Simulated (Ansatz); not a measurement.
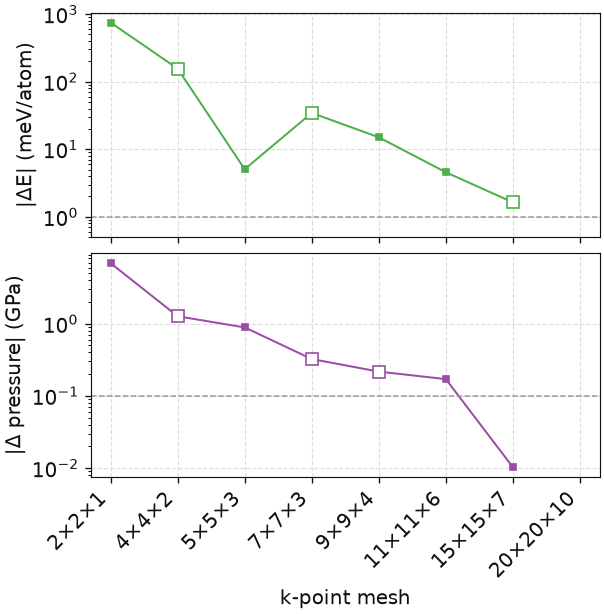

Scan of the k-point mesh.
System: Zn (P6_3/mmc, 2 atoms in the cell).
Method: Ansatz, DFT, LDA (PW92), plane waves (420 eV) with PAW, scalar-relativistic; Fermi–Dirac smearing of 0.1 eV.
ΔE is the free energy less its value at the densest setting, 20×20×10.
Dashed lines or grey bands mark the tolerance: 1 meV/atom and 0.1 GPa.
On logarithmic panels, open markers lie below the reference value and filled ones above.

Q: What is enough for the free energy to 1 meV/atom?

A: The free energy at the last setting but one, 15×15×7, is still more than 1 meV/atom from the densest setting's value, so the scan doesn't show it converged. It is off by 750 meV/atom at 2×2×1, 34 meV/atom at 7×7×3 and 1.6 meV/atom at 15×15×7 (on both sides of it).

Q: How does the pressure behave (tolerance 0.1 GPa)?

A: The pressure is within 0.1 GPa of the densest setting's value from 15×15×7 on. It is off by 6.9 GPa at 2×2×1, 0.32 GPa at 7×7×3 and 0.17 GPa at 11×11×6 (on both sides of it).
